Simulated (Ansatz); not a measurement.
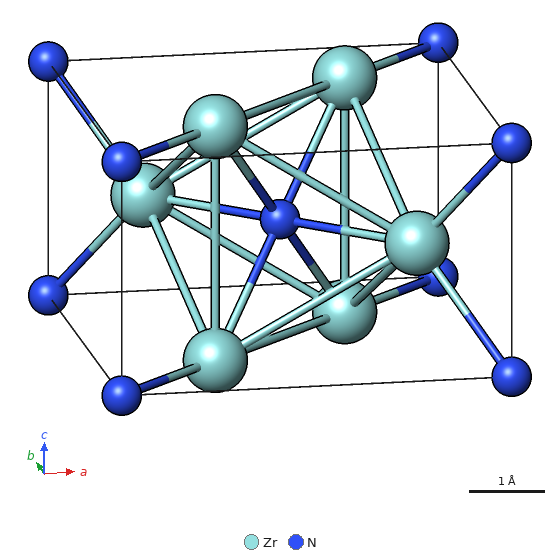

Normal modes of solid Zr2N, at the zone centre. The picture is a ball-and-stick view of the cell of the calculation, seen slightly off an axis.

The calculation used DFT LDA, scalar-relativistic, plane waves, PAW (Ansatz). (plane-wave cutoff 420 eV; k-point mesh 8 × 8 × 12; occupations fermi dirac; smearing width 0.15 eV; no spin polarisation)

The frequencies depend somewhat on the k-mesh and the smearing.

Question: Which optical modes does it have, at what frequencies, and is it stable there?

Answer: The calculation's cell holds 6 atoms, so there are 15 optical modes, in 11 levels. The optical modes span B₁g + E_g + A₂g + 2B₁u + A₁g + 3E_u + B₂g + A₂u. No level is unstable.

```tsv
level	symmetry	frequency (cm⁻¹)	activity
1	B₁g	47	Raman-active
2	E_g	178	Raman-active
3	A₂g	200	silent
4	B₁u	207	silent
5	A₁g	211	Raman-active
6	E_u	215	infrared-active
7	B₂g	288	Raman-active
8	E_u	473	infrared-active
9	B₁u	533	silent
10	E_u	545	infrared-active
11	A₂u	557	infrared-active
```

The crystal is a metal, so free carriers screen the infrared response.

The modes drawn as arrows (one member of each degenerate set), 6 of the levels:

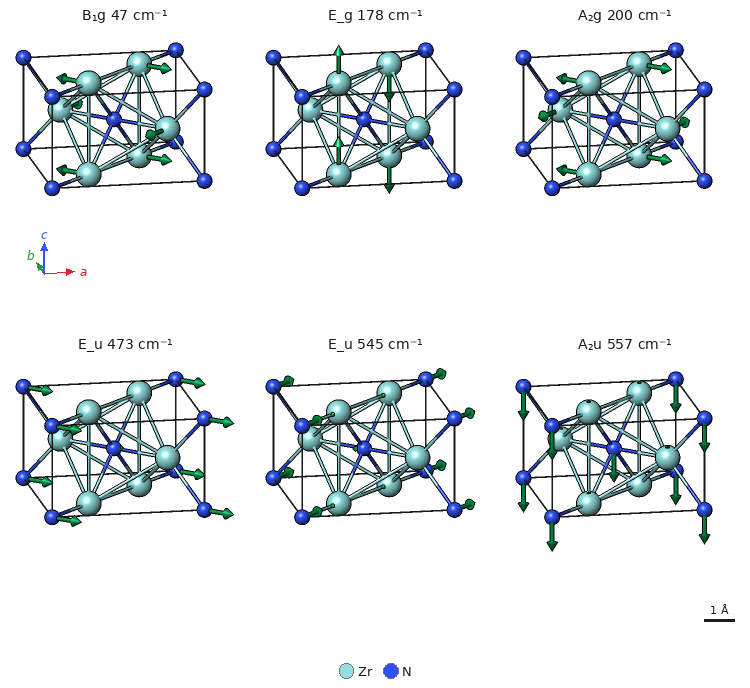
